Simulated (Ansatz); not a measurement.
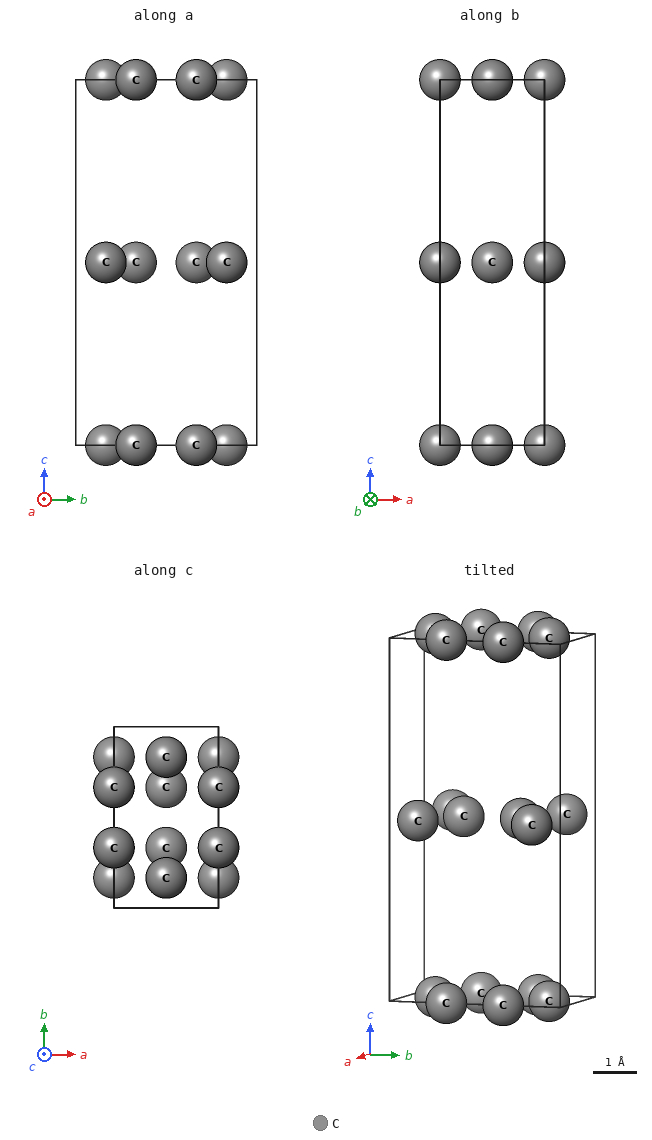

Crystal structure, spheres-only style, seen along the a axis, along the b axis, along the c axis and slightly off an axis. The conventional unit cell is outlined; an atom on or near a face, edge or corner is repeated at each equivalent position.

Lattice parameters: a = 2.466 Å, b = 4.272 Å, c = 8.618 Å, α = 90.00°, β = 90.00°, γ = 90.00°.

Express the structure as a table of Wyckoff sites.

Answer. Space group Fmmm (No. 69).
| atom | site | x | y | z |
| --- | --- | --- | --- | --- |
| C | 8h | 0.5000 | 0.1667 | 0.0000 |

The structure was taken from a structure type filled with this element by a generator (whether the element takes this form wasn't checked). What is shown is the relaxed result from DFT PBE, scalar-relativistic, plane waves, PAW in Ansatz 0.2.0.
